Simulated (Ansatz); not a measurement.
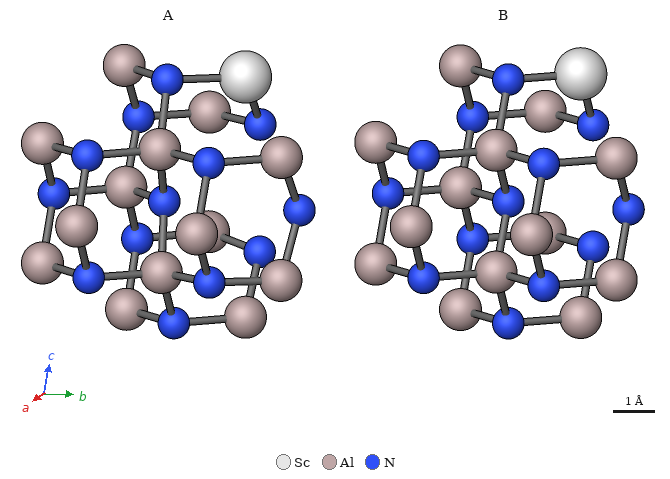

Two geometries of a defect cell of composition ScAl$_{14}$N$_{16}$, drawn at one scale. One is the start of a relaxation, the other its converged end. A ball-and-stick model of the atoms within 4.2 Å of the atom that moves most (axes of the conventional cell (2 times the calculation's cell) (origin shifted)), seen slightly off an axis. Lengths and directions refer to the drawn axes.

Level of theory: DFT PBE, scalar-relativistic, plane waves, PAW in Ansatz. Set-up: plane-wave cutoff 420 eV; k-point mesh 2 × 2 × 2; occupations gaussian; smearing width 0.02 eV; mesh shifted by (0.5, 0.5, 0.5); collinear spin; atoms relaxed in a fixed cell; force threshold 0.02 eV/Å; at most 60 steps.

Which geometry has the lower energy?

Structure A is the relaxed one. Case: Sc after trading places with the vacancy, charge +0, atoms relaxed. Over 5 geometry steps the energy falls by 1.554 eV per cell of the calculation. The largest force component goes from 2.7 to 0.0037 eV/Å. The largest moves, 0.24 Å, are those of N atoms. By element the largest moves are N 0.24 Å, Sc 0.08 Å, Al 0.06 Å. The lattice vectors keep their values. Among the contacts that change: N–Sc 1.907 → 2.072 Å, N–Sc 1.907 → 2.046 Å, N–Sc 1.907 → 2.014 Å, Al–N 1.907 → 1.847 Å. Among the angles between lasting bonds that change: N–Al–N 109.5° → 101.8°, Al–N–Al 109.5° → 116.4°, N–Al–N 109.5° → 102.7°. The run took 110 s on 4 threads of Arm Neoverse N1, on a shared host, peak memory 1 GiB.

Limits of the set-up: the periodic images lie only 7.6 Å apart, so the values are limited by the cell's size.
